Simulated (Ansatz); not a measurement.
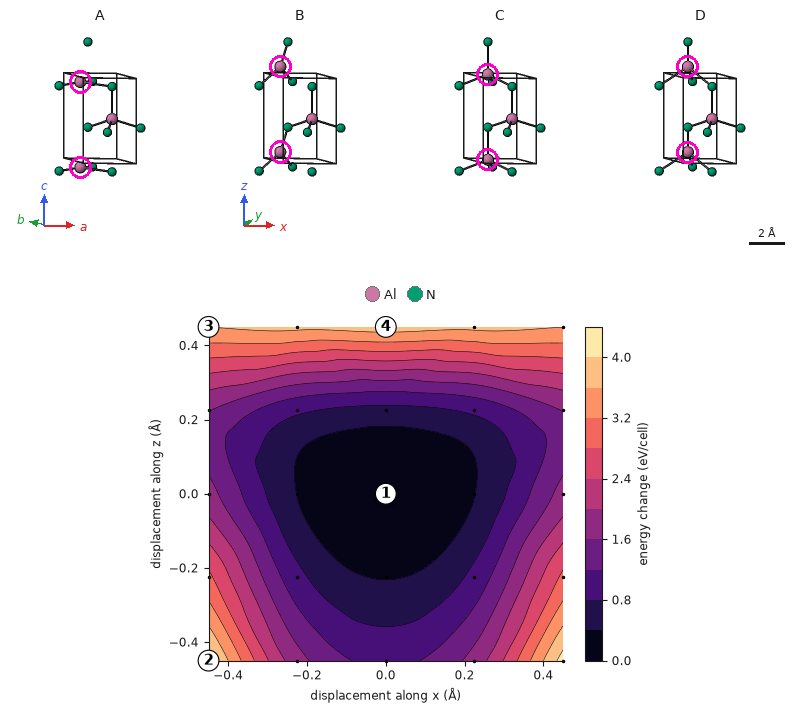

Solid AlN (P6_3mc): an Al atom (one in each cell of 4 atoms) is moved over the plane of the Cartesian directions x and z, all else fixed. The map is interpolated between the computed points (dots). The frames are shuffled; each belongs to one numbered point. The picture is a ball-and-stick view of the cell of the calculation, seen nearly along the normal of the scanned plane. The ringed atoms are those of the scanned coordinates.

Theory: Ansatz 0.2.0, DFT PBE, scalar-relativistic, plane waves, PAW. Settings: plane-wave cutoff 420 eV; k-point mesh 12 × 12 × 6; occupations gaussian; smearing width 0.05 eV; no spin polarisation. Energies (free energies at the smearing named) are counted from the relaxed crystal.

**Which frame belongs to which numbered point?**

Point 1 is frame C, at (0.000, 0.000) and 0.00 eV/cell; 2 is frame A, at (−0.450, −0.450) and 4.17 eV/cell; 3 is frame B, at (−0.450, 0.450) and 3.61 eV/cell; 4 is frame D, at (0.000, 0.450) and 3.80 eV/cell. In pairs of (displacement along x (Å); displacement along z (Å)): the lowest computed point lies at (0.000, 0.000) (0.00 eV/cell), the highest at (−0.450, −0.450), (0.450, −0.450) (4.17 eV/cell).
